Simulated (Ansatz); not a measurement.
Ta$_{3}$Si$_{6}$H (distorted or defective cell)

```
Ta Si H
1.0
     4.80510    0.00000    0.00000
    -2.40255    4.16134    0.00000
     0.00000    0.00000    6.59887
Ta Si H
3 6 1
Direct
  0.49447 0.98893 0.50000
  0.49853 0.49082 0.83525
  0.99229 0.49082 0.16475
  0.15664 0.31327 0.50000
  0.83603 0.15763 0.82913
  0.70688 0.84549 0.17582
  0.83100 0.66201 0.50000
  0.13862 0.84549 0.82418
  0.32160 0.15763 0.17087
  0.36503 0.73007 0.00000
```

Computed pressure about 4 GPa in this cell.

Method: Ansatz, DFT PBE, scalar-relativistic, plane waves, PAW.

The density is the valence pseudo-density of a PAW calculation; it isn't the true density close to the nuclei.

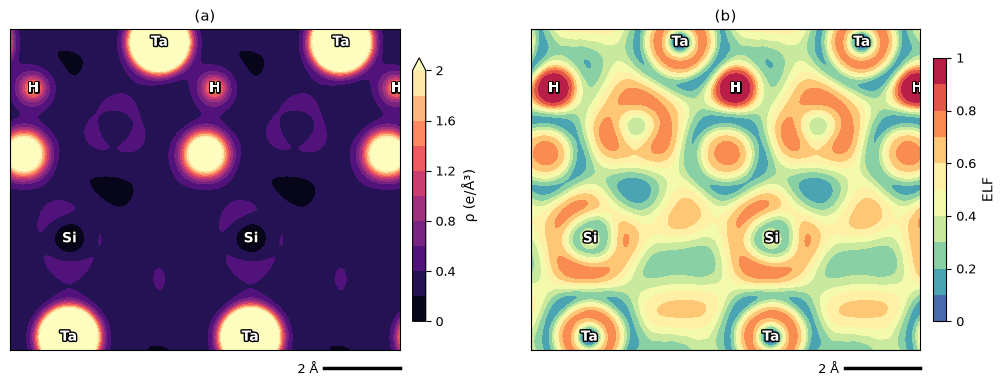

Figure 1. (a) valence electron density; (b) ELF on the (101) plane of the calculation cell.

> What do the fields say about this system?

The plane passes through Ta, Si and H nuclei.
Atoms just off the plane (Ta, 0.6 Å away and Si, 0.6 Å away) can leave unmarked features too.
Ta–H (1.91 Å): the density is about 0.79 e/Å³ at the midpoint; the ELF climbs to about 1 towards the hydrogen.
Ta–Si (2.61 Å): the density is about 0.4 e/Å³ at the midpoint; the ELF peaks at about 0.75 in the valence shell of Si, 0.9 Å from its nucleus, and is about 0.40 at the midpoint.
Between the atoms the lowest density in this plane is 0.16 e/Å³.
The features right at Ta lie inside the PAW spheres, where the map follows smoothed inner orbitals and isn't to be read closely.

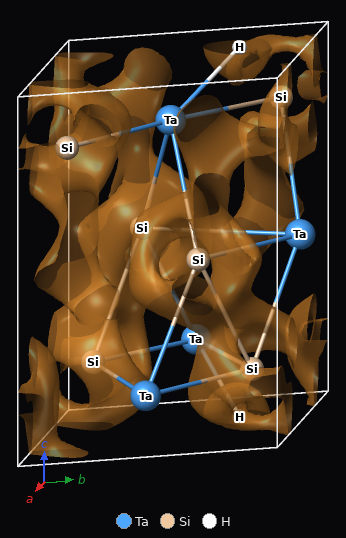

Figure 2. Isosurface of the electron localisation function at 0.65 (orange), seen slightly off an axis. Core shells and regions of very low density are left out. Sticks mark near contacts.

> Describe the localisation domains.

The ELF exceeds this value in sheets that run through the cell in two directions, counted in one cell of 10 atoms. Regions shared between cells count once. Along the contacts the grid gives the following. Si–Si (2.50 Å): the ELF peaks at about 0.75 between the atoms.

> Does the calculation make it a metal, or give it a gap?

It is metallic or semimetallic at this level of theory: no gap opens.
